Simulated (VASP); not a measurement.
# Run report: Fe₂O₃, geometry relaxation (part 1 of 5)

System: Fe₂O₃ (R-3c, 10 atoms in the cell).
Method: Kohn-Sham DFT of a periodic cell, PBE, VASP PAW PBE potentials, recommended, spin-polarised (VASP 6.6.1).

The structure derives from an entry of the Crystallography Open Database.

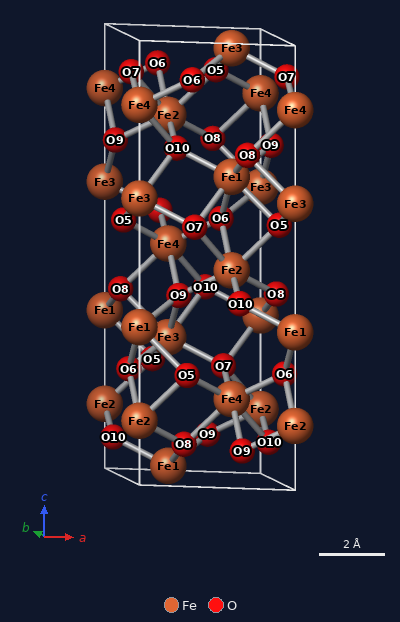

Figure 1. The structure as given in the input (ball-and-stick view of the cell 3 times as large as that of the calculation, set on its symmetry axes, seen slightly off an axis; atoms are numbered from 1 in the order of the input). Near neighbours in the crystal (not all of them lie inside the picture): Fe has 6 O at 1.95 to 2.12 Å; O has 4 Fe at 1.95 to 2.12 Å.

**INCAR**
```
PREC = Accurate
ENCUT = 600
EDIFF = 1E-6
ISMEAR = 1
SIGMA = 0.1
LREAL = F
LASPH = T
NELM = 150
ALGO = Normal
ISIF = 3
LWAVE = F
LCHARG = F
ISPIN = 2
MAGMOM = 5 -5 -5 5 0 0 0 0 0 0
LORBIT = 11
LMAXMIX = 4
GGA = PE
IBRION = 2
NSW = 90
EDIFFG = -0.01
AMIX = 0.2
BMIX = 1E-4
AMIX_MAG = 0.8
BMIX_MAG = 1E-4
KPAR = 4
```

**KPOINTS**
```
regular mesh
0
Gamma
  9 9 9
```

**POSCAR**
```
Fe2O3
1.0
    2.5190000000      1.4543453300      4.5906666700
   -2.5190000000      1.4543453300      4.5906666700
    0.0000000000     -2.9086906600      4.5906666700
Fe O
4 6
Direct
    0.3553000000      0.3553000000      0.3553000000
    0.1447000000      0.1447000000      0.1447000000
    0.6447000000      0.6447000000      0.6447000000
    0.8553000000      0.8553000000      0.8553000000
    0.5559000000      0.9441000000      0.2500000000
    0.2500000000      0.5559000000      0.9441000000
    0.9441000000      0.2500000000      0.5559000000
    0.4441000000      0.0559000000      0.7500000000
    0.7500000000      0.4441000000      0.0559000000
    0.0559000000      0.7500000000      0.4441000000
```

Command:
```bash
cat potpaw_PBE.64/Fe/POTCAR potpaw_PBE.64/O/POTCAR > POTCAR
mpirun -np 4 vasp_std > vasp.out
```

**OSZICAR**
```
N       E                     dE             d eps       ncg     rms          rms(c)
DAV:   1     0.880491198962E+03    0.88049E+03   -0.35149E+04 13600   0.224E+03
DAV:   2     0.109368178277E+03   -0.77112E+03   -0.74721E+03 13744   0.529E+02
DAV:   3    -0.732545523538E+02   -0.18262E+03   -0.17686E+03 19280   0.251E+02
DAV:   4    -0.982719754300E+02   -0.25017E+02   -0.24003E+02 21784   0.906E+01
DAV:   5    -0.995279608675E+02   -0.12560E+01   -0.12492E+01 20248   0.225E+01    0.464E+01
DAV:   6    -0.751835051603E+02    0.24344E+02   -0.71026E+01 22360   0.882E+01    0.438E+01
DAV:   7    -0.751374625226E+02    0.46043E-01   -0.26443E+01 25168   0.561E+01    0.322E+01
DAV:   8    -0.761828626302E+02   -0.10454E+01   -0.24891E+01 25720   0.902E+01    0.240E+01
DAV:   9    -0.746403563437E+02    0.15425E+01   -0.60267E+00 22624   0.373E+01    0.120E+01
DAV:  10    -0.750105420657E+02   -0.37019E+00   -0.46475E+00 25792   0.252E+01    0.769E+00
DAV:  11    -0.746794498631E+02    0.33109E+00   -0.43158E+00 26120   0.318E+01    0.339E+00
DAV:  12    -0.746622300881E+02    0.17220E-01   -0.29840E-01 22528   0.717E+00    0.149E+00
DAV:  13    -0.746564278459E+02    0.58022E-02   -0.68115E-02 24944   0.309E+00    0.368E-01
DAV:  14    -0.746566731880E+02   -0.24534E-03   -0.11606E-02 26320   0.132E+00    0.165E-01
DAV:  15    -0.746567100867E+02   -0.36899E-04   -0.79664E-04 15432   0.242E-01    0.122E-01
DAV:  16    -0.746567291840E+02   -0.19097E-04   -0.16626E-03 26024   0.549E-01    0.106E-01
DAV:  17    -0.746566775465E+02    0.51637E-04   -0.26765E-04 25016   0.230E-01    0.294E-02
DAV:  18    -0.746566735207E+02    0.40258E-05   -0.56652E-05 25704   0.653E-02    0.491E-03
DAV:  19    -0.746566734910E+02    0.29648E-07   -0.73120E-06 13472   0.177E-02
   1 F= -.74656673E+02 E0= -.74658851E+02  d E =-.746567E+02  mag=     0.0000
       N       E                     dE             d eps       ncg     rms          rms(c)
DAV:   1    -0.746091374197E+02    0.47536E-01   -0.17271E+01 13600   0.251E+01    0.232E+00
DAV:   2    -0.747104597892E+02   -0.10132E+00   -0.63038E-01 18192   0.689E+00    0.114E+00
DAV:   3    -0.747094148780E+02    0.10449E-02   -0.17105E-02 19920   0.190E+00    0.676E-01
DAV:   4    -0.747073722665E+02    0.20426E-02   -0.51078E-03 21248   0.774E-01    0.446E-01
DAV:   5    -0.747062857984E+02    0.10865E-02   -0.33654E-03 25040   0.701E-01    0.228E-01
DAV:   6    -0.747062297356E+02    0.56063E-04   -0.83124E-04 19184   0.332E-01    0.129E-01
DAV:   7    -0.747062005802E+02    0.29155E-04   -0.48546E-04 25760   0.277E-01    0.556E-02
DAV:   8    -0.747061935381E+02    0.70421E-05   -0.70420E-05 17368   0.107E-01    0.264E-02
DAV:   9    -0.747061907061E+02    0.28320E-05   -0.19553E-05 22520   0.475E-02    0.126E-02
DAV:  10    -0.747061908107E+02   -0.10467E-06   -0.51333E-06 11104   0.161E-02
   2 F= -.74706191E+02 E0= -.74708150E+02  d E =-.495173E-01  mag=    -0.0000
       N       E                     dE             d eps       ncg     rms          rms(c)
DAV:   1    -0.746788012952E+02    0.27389E-01   -0.67997E+00 13600   0.158E+01    0.147E+00
DAV:   2    -0.747185941260E+02   -0.39793E-01   -0.24515E-01 18192   0.429E+00    0.745E-01
DAV:   3    -0.747182718589E+02    0.32227E-03   -0.66152E-03 20128   0.112E+00    0.452E-01
DAV:   4    -0.747174390219E+02    0.83284E-03   -0.17895E-03 21152   0.442E-01    0.293E-01
DAV:   5    -0.747170156039E+02    0.42342E-03   -0.14731E-03 23360   0.426E-01    0.139E-01
DAV:   6    -0.747170137172E+02    0.18867E-05   -0.31352E-04 19120   0.216E-01    0.811E-02
DAV:   7    -0.747170021833E+02    0.11534E-04   -0.20906E-04 25776   0.180E-01    0.354E-02
DAV:   8    -0.747169985830E+02    0.36002E-05   -0.34141E-05 19632   0.879E-02    0.147E-02
DAV:   9    -0.747169978919E+02    0.69112E-06   -0.64350E-06 12864   0.230E-02
   3 F= -.74716998E+02 E0= -.74717845E+02  d E =-.603244E-01  mag=    -0.0000
       N       E                     dE             d eps       ncg     rms          rms(c)
DAV:   1    -0.748110554630E+02   -0.94057E-01   -0.49751E+00 17088   0.199E+01    0.307E+00
DAV:   2    -0.747636902362E+02    0.47365E-01   -0.16899E-01 15344   0.332E+00    0.159E+00
DAV:   3    -0.747289362523E+02    0.34754E-01   -0.10606E-01 14800   0.181E+00    0.701E-01
DAV:   4    -0.747247585500E+02    0.41777E-02   -0.13861E-02 20528   0.177E+00    0.559E-01
DAV:   5    -0.747241013846E+02    0.65717E-03   -0.16410E-03 23584   0.701E-01    0.354E-01
DAV:   6    -0.747238085223E+02    0.29286E-03   -0.87911E-04 22688   0.567E-01    0.224E-01
DAV:   7    -0.747236129860E+02    0.19554E-03   -0.32300E-04 22144   0.286E-01    0.813E-02
DAV:   8    -0.747235887446E+02    0.24241E-04   -0.25641E-04 16448   0.886E-02    0.294E-02
DAV:   9    -0.747235895372E+02   -0.79252E-06   -0.14277E-05 19792   0.581E-02    0.219E-02
DAV:  10    -0.747235905570E+02   -0.10198E-05   -0.18927E-06  6848   0.166E-02    0.165E-02
DAV:  11    -0.747235918541E+02   -0.12971E-05   -0.22357E-06  6800   0.108E-02    0.663E-03
DAV:  12    -0.747235915081E+02    0.34602E-06   -0.23876E-06  6816   0.164E-02
   4 F= -.74723592E+02 E0= -.74724277E+02  d E =-.659362E-02  mag=    -0.0000
       N       E                     dE             d eps       ncg     rms          rms(c)
DAV:   1    -0.747291214567E+02   -0.55296E-02   -0.27261E-01 17040   0.465E+00    0.714E-01
DAV:   2    -0.747264866480E+02    0.26348E-02   -0.96717E-03 15104   0.783E-01    0.371E-01
DAV:   3    -0.747245311130E+02    0.19555E-02   -0.65164E-03 17056   0.473E-01    0.174E-01
DAV:   4    -0.747243544459E+02    0.17667E-03   -0.49999E-04 19856   0.394E-01    0.121E-01
DAV:   5    -0.747243171151E+02    0.37331E-04   -0.11202E-04 20560   0.123E-01    0.798E-02
DAV:   6    -0.747242998507E+02    0.17264E-04   -0.64329E-05 18256   0.163E-01    0.401E-02
DAV:   7    -0.747242939990E+02    0.58517E-05   -0.17412E-05 22944   0.111E-01    0.955E-03
DAV:   8    -0.747242932064E+02    0.79255E-06   -0.11344E-05 13776   0.191E-02    0.491E-03
DAV:   9    -0.747242932610E+02   -0.54544E-07   -0.39420E-07  6800   0.115E-02
   5 F= -.74724293E+02 E0= -.74724984E+02  d E =-.729537E-02  mag=     0.0000
       N       E                     dE             d eps       ncg     rms          rms(c)
DAV:   1    -0.747231769415E+02    0.11163E-02   -0.14338E-01 13600   0.195E+00    0.341E-01
DAV:   2    -0.747248105868E+02   -0.16336E-02   -0.16496E-03 16928   0.392E-01    0.108E-01
DAV:   3    -0.747248713527E+02   -0.60766E-04   -0.12760E-04 20752   0.104E-01    0.410E-02
DAV:   4    -0.747248628138E+02    0.85389E-05   -0.16498E-05 15440   0.246E-02    0.298E-02
DAV:   5    -0.747248550573E+02    0.77564E-05   -0.30282E-05 13600   0.313E-02    0.139E-02
DAV:   6    -0.747248551445E+02   -0.87129E-07   -0.26862E-06  7200   0.271E-02
   6 F= -.74724855E+02 E0= -.74725541E+02  d E =-.561884E-03  mag=    -0.0000
       N       E                     dE             d eps       ncg     rms          rms(c)
DAV:   1    -0.747165685049E+02    0.82866E-02   -0.74237E-01 13600   0.443E+00    0.780E-01
DAV:   2    -0.747250832517E+02   -0.85147E-02   -0.88178E-03 17008   0.928E-01    0.253E-01
DAV:   3    -0.747253990747E+02   -0.31582E-03   -0.65403E-04 20640   0.245E-01    0.966E-02
DAV:   4    -0.747253561055E+02    0.42969E-04   -0.93837E-05 15504   0.585E-02    0.710E-02
DAV:   5    -0.747253146195E+02    0.41486E-04   -0.16091E-04 14016   0.756E-02    0.331E-02
DAV:   6    -0.747253153956E+02   -0.77611E-06   -0.20424E-05 19160   0.669E-02    0.213E-02
DAV:   7    -0.747253147383E+02    0.65727E-06   -0.92363E-06 16880   0.293E-02
   7 F= -.74725315E+02 E0= -.74725996E+02  d E =-.102148E-02  mag=     0.0000
       N       E                     dE             d eps       ncg     rms          rms(c)
DAV:   1    -0.747252199917E+02    0.95404E-04   -0.87049E-03 13600   0.478E-01    0.838E-02
DAV:   2    -0.747253177337E+02   -0.97742E-04   -0.90890E-05 15696   0.866E-02    0.227E-02
DAV:   3    -0.747253213509E+02   -0.36173E-05   -0.72321E-06 15312   0.192E-02    0.852E-03
DAV:   4    -0.747253205103E+02    0.84062E-06   -0.10719E-06  6800   0.809E-03
   8 F= -.74725321E+02 E0= -.74726002E+02  d E =-.102725E-02  mag=     0.0000
       N       E                     dE             d eps       ncg     rms          rms(c)
DAV:   1    -0.747254386412E+02   -0.11729E-03   -0.43192E-02 13600   0.142E+00    0.132E-01
DAV:   2    -0.747254929709E+02   -0.54330E-04   -0.16058E-03 16080   0.324E-01    0.895E-02
DAV:   3    -0.747254091642E+02    0.83807E-04   -0.22785E-04 20304   0.113E-01    0.574E-02
DAV:   4    -0.747253957994E+02    0.13365E-04   -0.21778E-05 20992   0.508E-02    0.396E-02
DAV:   5    -0.747253874308E+02    0.83686E-05   -0.10530E-05 17392   0.442E-02    0.193E-02
DAV:   6    -0.747253858642E+02    0.15666E-05   -0.43029E-06 11104   0.302E-02    0.590E-03
DAV:   7    -0.747253857449E+02    0.11932E-06   -0.11252E-06  6800   0.106E-02
   9 F= -.74725386E+02 E0= -.74726072E+02  d E =-.652346E-04  mag=    -0.0000
```

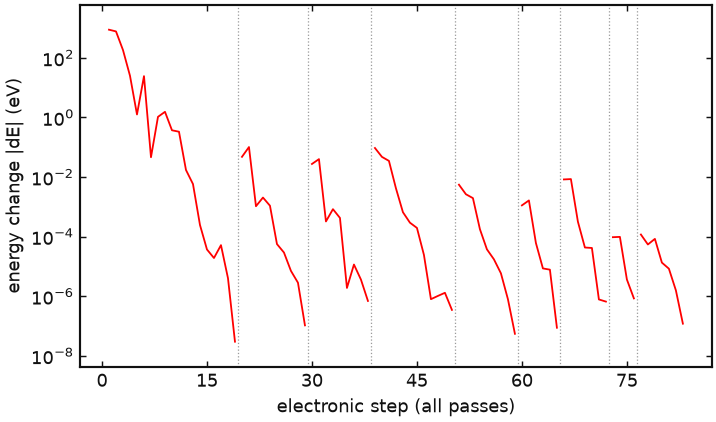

Figure 2. Convergence of the self-consistent field: energy change |dE| against the electronic step. Each stretch between dotted lines is the SCF of one geometry step of a relaxation. The 9 ionic steps take 4 to 19 electronic steps each. The density is held fixed in the first few steps, and dE rises again when its update begins.

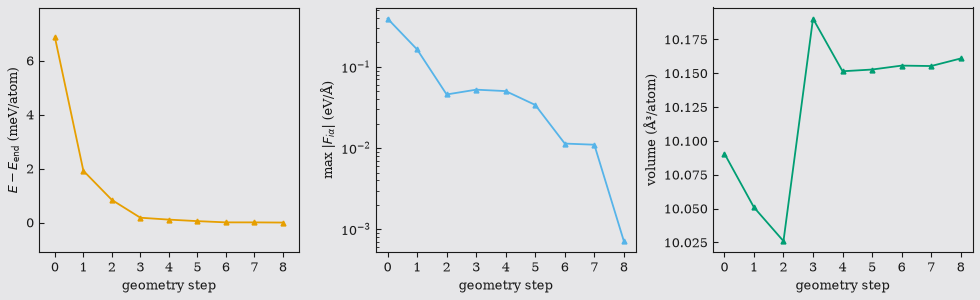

Figure 3. Progress of the relaxation, step by step (steps are counted from 0).

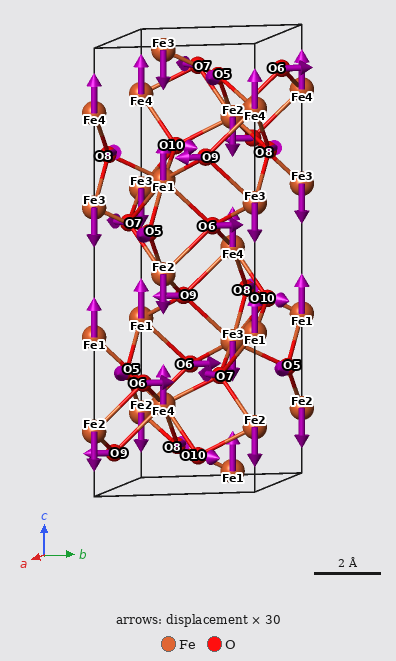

Figure 4. The starting structure with the displacements (without the part carried along by the change of the cell) as pink arrows, magnified 30 times (ball-and-stick view of the cell 3 times as large as that of the calculation, set on its symmetry axes, seen slightly off an axis). The largest moves relative to the cell, 0.041 Å, are those of Fe1, Fe2, Fe3 and Fe4. By element the largest moves are Fe 0.041 Å, O 0.033 Å. The drawn cell changes as follows: a = b 5.038 → 5.039 Å (0.0 %), c 13.772 → 13.862 Å (+0.7 %); the volume changes by +0.7 %. Among the contacts that change: Fe1–O5 2.116 → 2.175 Å, Fe1–O10 1.946 → 1.914 Å. The space group stays R-3c (No. 167). The energy falls by 6.9 meV per atom in 8 geometry steps. The largest force component goes from 0.39 to 0.00071 eV/Å. (Atoms are counted from 1 in the order of the input.)

**Parts of OUTCAR**
```
PREC = Accurate
   ENCUT = 600
   EDIFF = 1E-6
   ISMEAR = 1
   LREAL = F
   LASPH = T
   NELM = 150
   ISIF = 3
   ISPIN = 2
   LORBIT = 11
   GGA = PE
   IBRION = 2
   NSW = 90
   EDIFFG = -0.01
   AMIX = 0.2
   AMIX_MAG = 0.8

 ion  position               nearest neighbor table
   1  0.355  0.355  0.355-  10 1.95   8 1.95   9 1.95   5 2.12   6 2.12   7 2.12   2 2.90   3 2.97
                             3 2.97   3 2.97
   2  0.145  0.145  0.145-   9 1.95   8 1.95  10 1.95   5 2.12   7 2.12   6 2.12   1 2.90   4 2.97
                             4 2.97   4 2.97
   3  0.645  0.645  0.645-   7 1.95   5 1.95   6 1.95   8 2.12   9 2.12  10 2.12   4 2.90   1 2.97
                             1 2.97   1 2.97
   4  0.855  0.855  0.855-   6 1.95   5 1.95   7 1.95   8 2.12  10 2.12   9 2.12   3 2.90   2 2.97
                             2 2.97   2 2.97
   5  0.556  0.944  0.250-   3 1.95   4 1.95   1 2.12   2 2.12
   6  0.250  0.556  0.944-   4 1.95   3 1.95   1 2.12   2 2.12
   7  0.944  0.250  0.556-   3 1.95   4 1.95   2 2.12   1 2.12
   8  0.444  0.056  0.750-   1 1.95   2 1.95   3 2.12   4 2.12
   9  0.750  0.444  0.056-   2 1.95   1 1.95   3 2.12   4 2.12
  10  0.056  0.750  0.444-   1 1.95   2 1.95   4 2.12   3 2.12

  LATTYP: Found a trigonal (rhomboedric) cell.
 ALAT       =     5.4345838676
 COS(alpha) =     0.5703114898

  Lattice vectors:

 A1 = (   2.5190000000,   1.4543453300,   4.5906666700)
 A2 = (  -2.5190000000,   1.4543453300,   4.5906666700)
 A3 = (   0.0000000000,  -2.9086906600,   4.5906666700)

Analysis of symmetry for initial positions (statically):
=====================================================================
 Subroutine PRICEL returns:
 Original cell was already a primitive cell.

 Routine SETGRP: Setting up the symmetry group for a
 trigonal (rhombohedral) supercell.

 Subroutine GETGRP returns: Found 12 space group operations
 (whereof  6 operations were pure point group operations)
 out of a pool of 12 trial point group operations.

The static configuration has the point symmetry S_6 .
 The point group associated with its full space group is D_3d.

Analysis of symmetry for dynamics (positions and initial velocities):
=====================================================================
 Subroutine PRICEL returns:
 Original cell was already a primitive cell.

 Routine SETGRP: Setting up the symmetry group for a
 trigonal (rhombohedral) supercell.

 Subroutine GETGRP returns: Found 12 space group operations
 (whereof  6 operations were pure point group operations)
 out of a pool of 12 trial point group operations.

The dynamic configuration has the point symmetry S_6 .
 The point group associated with its full space group is D_3d.

Analysis of structural, dynamic, and magnetic symmetry:
=====================================================================
 Subroutine PRICEL returns:
 Original cell was already a primitive cell.

 Routine SETGRP: Setting up the symmetry group for a
 trigonal (rhombohedral) supercell.

 Subroutine GETGRP returns: Found 12 space group operations
 (whereof  6 operations were pure point group operations)
 out of a pool of 12 trial point group operations.

The overall configuration has the point symmetry S_6 .
 The point group associated with its full space group is D_3d.

 Subroutine INISYM returns: Found 12 space group operations
 (whereof  6 operations are pure point group operations),
 and found     1 'primitive' translations

----------------------------------------------------------------------------------------

                                     Primitive cell

  volume of cell :     100.9073

  direct lattice vectors                    reciprocal lattice vectors
     2.519000000  1.454345330  4.590666670     0.198491465  0.114599101  0.072611095
    -2.519000000  1.454345330  4.590666670    -0.198491465  0.114599101  0.072611095
     0.000000000 -2.908690660  4.590666670     0.000000000 -0.229198201  0.072611095

  length of vectors
     5.434583868  5.434583868  5.434583869     0.240425012  0.240425012  0.240425012

  position of ions in fractional coordinates (direct lattice)
     0.355300000  0.355300000  0.355300000
     0.144700000  0.144700000  0.144700000
     0.644700000  0.644700000  0.644700000
     0.855300000  0.855300000  0.855300000
     0.555900000  0.944100000  0.250000000
     0.250000000  0.555900000  0.944100000
     0.944100000  0.250000000  0.555900000
     0.444100000  0.055900000  0.750000000
     0.750000000  0.444100000  0.055900000
     0.055900000  0.750000000  0.444100000

  ion indices of the primitive-cell ions
   primitive index   ion index
                 1           1
                 2           2
                 3           3
                 4           4
                 5           5
                 6           6
                 7           7
                 8           8
                 9           9
                10          10

----------------------------------------------------------------------------------------

 KPOINTS: regular mesh

Automatic generation of k-mesh.
 Grid dimensions read from file:
 generate k-points for:    9    9    9

 Generating k-lattice:

  Cartesian coordinates                     Fractional coordinates (reciprocal lattice)
     0.022054607  0.012733233  0.008067899     0.111111111  0.000000000  0.000000000
    -0.022054607  0.012733233  0.008067899     0.000000000  0.111111111  0.000000000
     0.000000000 -0.025466467  0.008067899     0.000000000  0.000000000  0.111111111

  Length of vectors
     0.026713890  0.026713890  0.026713890

  Shift w.r.t. Gamma in fractional coordinates (k-lattice)
     0.000000000  0.000000000  0.000000000

 Subroutine IBZKPT returns following result:
 ===========================================

 Found     85 irreducible k-points:
```
